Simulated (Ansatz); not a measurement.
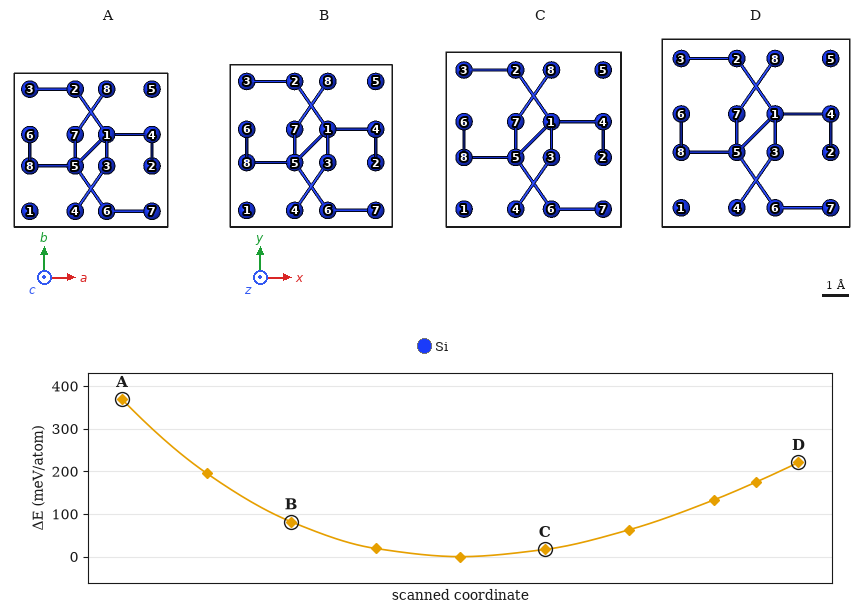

Frames of a one-coordinate scan of a crystal of Si (Ia-3). x, y and z are the Cartesian axes of the input. A ball-and-stick model of the conventional cell (2 times the calculation's cell), seen along the c axis. Lengths and directions refer to the drawn axes.

Method: DFT LDA, scalar-relativistic, plane waves, PAW (Ansatz 0.2.0). Set-up: plane-wave cutoff 420 eV; k-point mesh 8 × 8 × 8; occupations gaussian; smearing width 0.15 eV; no spin polarisation. Energies (free energies at the smearing named) are counted from the relaxed crystal.

**Which coordinate changes from frame to frame?**

The cell is strained equally along x and y, with the atoms kept at their fractional coordinates. In the frames the strain is −0.10 (A), −0.05 (B), 0.025 (C), 0.10 (D). The lowest computed point lies at the strain 0.00 (0 meV/atom). At the ends of the scan the energy is 369 meV/atom (−0.10) and 221 meV/atom (0.10). The distortion takes the space group from Ia-3 to Ibca. At the strain −0.10 the cell of the drawing goes a 6.567 → 5.911 Å, b 6.567 → 5.911 Å.
